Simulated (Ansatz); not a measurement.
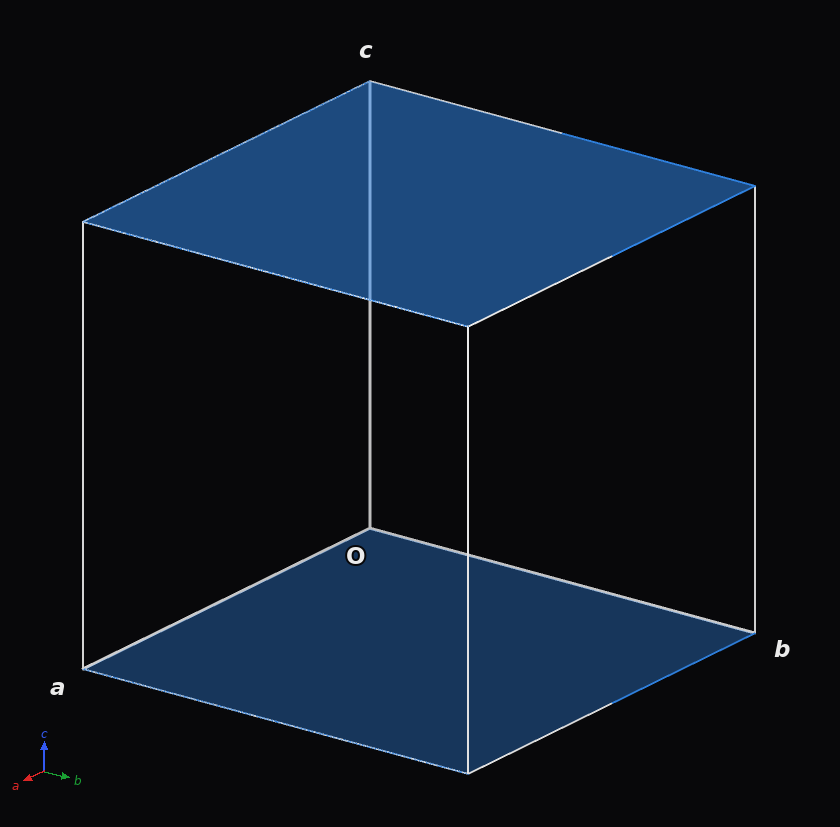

For AlP, the input geometry of an electronic-structure calculation (not necessarily at equilibrium): every member of one family of equally spaced planes, hx + ky + lz = a whole number, that cuts the unit cell is shaded (one member passes through the origin O). Symmetry computed with spglib at a tolerance of 0.002 Å; standard conventional cell.

a = 5.507 Å, b = 5.507 Å, c = 5.507 Å, α = 90.00°, β = 90.00°, γ = 90.00°.

**Index the planes.**

(0 0 1); the opposite sign names the same planes. The member next to the origin meets the axes a never, b never, c at 1.

**What is the spacing?**

d = 5.507 Å.

**The space group is No. 216, F-43m. How many reflections hkl are equivalent to this one (itself included), and does it occur?**

6 reflections are equivalent in the Laue class m-3m. The reflection is systematically absent, by the centring.
